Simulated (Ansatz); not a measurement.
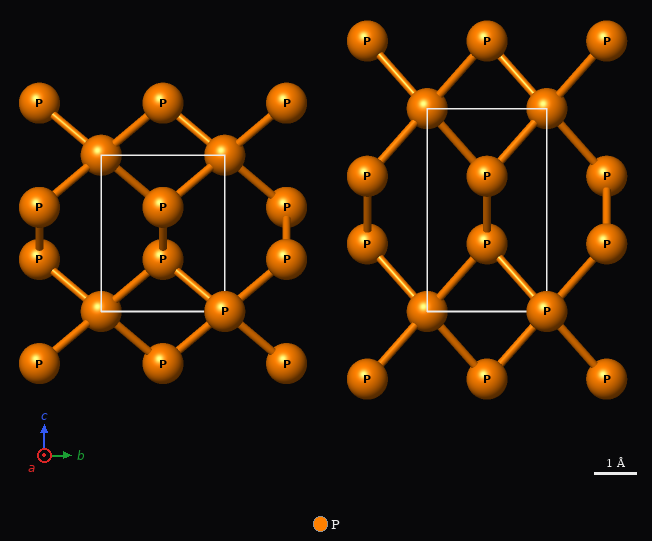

Two geometries of crystalline P (a generated structure, set up in P6_422) (coarse preliminary run), drawn at one scale. One is the start of a relaxation, the other its converged end. The picture is a ball-and-stick view of the cell of the calculation, seen along the a axis.

These are results of Ansatz, DFT PBE, scalar-relativistic, plane waves, PAW, not measurements. Settings: plane-wave cutoff 420 eV; k-point mesh 6 × 6 × 4; occupations gaussian; smearing width 0.1 eV; no spin polarisation; cell and atoms relaxed; force threshold 0.04 eV/Å; at most 70 steps.

**Which of the two is the end point?**

The right one is the relaxed one. No atom moves by more than 0.005 Å relative to the cell. The drawn cell changes as follows: a = b 3.457 → 3.348 Å (−3.2 %), c 3.785 → 4.915 Å (+29.8 %); the volume changes by +21.8 %. Some distances before and after: P–P 2.140 → 2.342 Å. Among the angles between lasting bonds that change: P–P–P 107.7° → 91.2°, P–P–P 91.2° → 103.5°, P–P–P 132.4° → 138.1°. The space group stays P6_422 (No. 181). After 10 accepted moves (12 points after the start) the energy has fallen by 560 meV per atom. All forces vanish by symmetry, so only the cell relaxes. The pressure goes from 32.71 to −0.02 GPa. At 2 points the geometry stayed and the basis and grid were re-selected for the new cell (energy shift of 22.5 meV per atom at most each time).

Limits of the set-up: the k-point mesh is coarse for a cell with partly filled bands.
